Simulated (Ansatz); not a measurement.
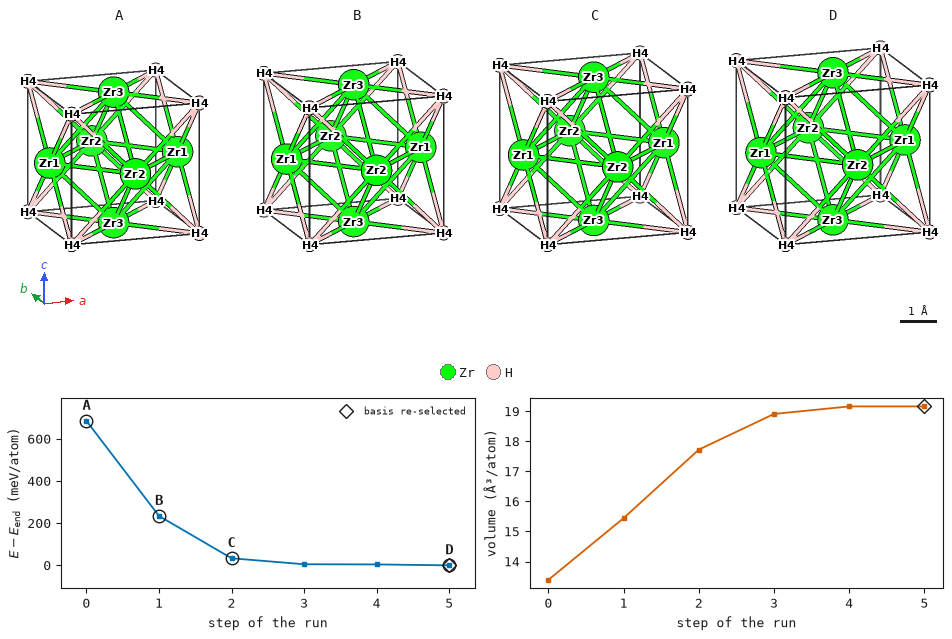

Frames of a relaxation of crystalline Zr$_{3}$H (built on the Cu3Au (L1_2)_221 type) (coarse preliminary run), marked on the history of the run. The picture is a ball-and-stick view of the cell of the calculation, seen slightly off an axis.

Case: Cu3Au (L1_2) type (Pm-3m, No. 221).

Computed with Ansatz, DFT PBE, scalar-relativistic, plane waves, PAW. Settings: plane-wave cutoff 420 eV; k-point mesh 4 × 4 × 4; occupations gaussian; smearing width 0.1 eV; no spin polarisation; cell and atoms relaxed; force threshold 0.04 eV/Å; at most 70 steps.

### What happens along the run?

No atom moves by more than 0.005 Å relative to the cell. The volume changes by +43.1 %, with a = b = c 3.770 → 4.248 Å (+12.7 %). Some distances before and after: Zr1–H4 2.665 → 3.004 Å, Zr1–Zr2 2.665 → 3.004 Å. The space group stays Pm-3m (No. 221). The energy falls by 686 meV per atom in 4 accepted moves (5 points after the start). All forces vanish by symmetry, so only the cell relaxes. The pressure goes from 50.30 to 0.30 GPa. The SCF was repeated once at an unchanged geometry on a basis and grid sized afresh for the cell, which shifted the energy by 4.4 meV per atom at most. Cost: 3.6 s on 1 thread of Intel(R) Xeon(R) 6975P-C (Granite Rapids) (shared host), peak memory 0.37 GiB. From step 0 to 1: volume +15.3 %, energy −451 meV per atom. From step 1 to 2: volume +14.8 %, energy −201 meV per atom. From step 2 to 5: volume +8.1 %, energy −33.6 meV per atom.

| step | E − E(0), meV/atom | pressure, GPa | volume, Å³/atom | note |
| --- | --- | --- | --- | --- |
| 0 | 0.00 | 50.30 | 13.391 |  |
| 1 | -451.14 | 22.99 | 15.446 |  |
| 2 | -651.93 | 6.87 | 17.727 |  |
| 3 | -680.30 | 1.12 | 18.914 |  |
| 4 | -681.16 | 0.08 | 19.165 |  |
| 5 | -685.54 | 0.30 | 19.165 | same geometry, new basis |

Limits of the set-up: the k-point mesh is coarse for a cell with partly filled bands.
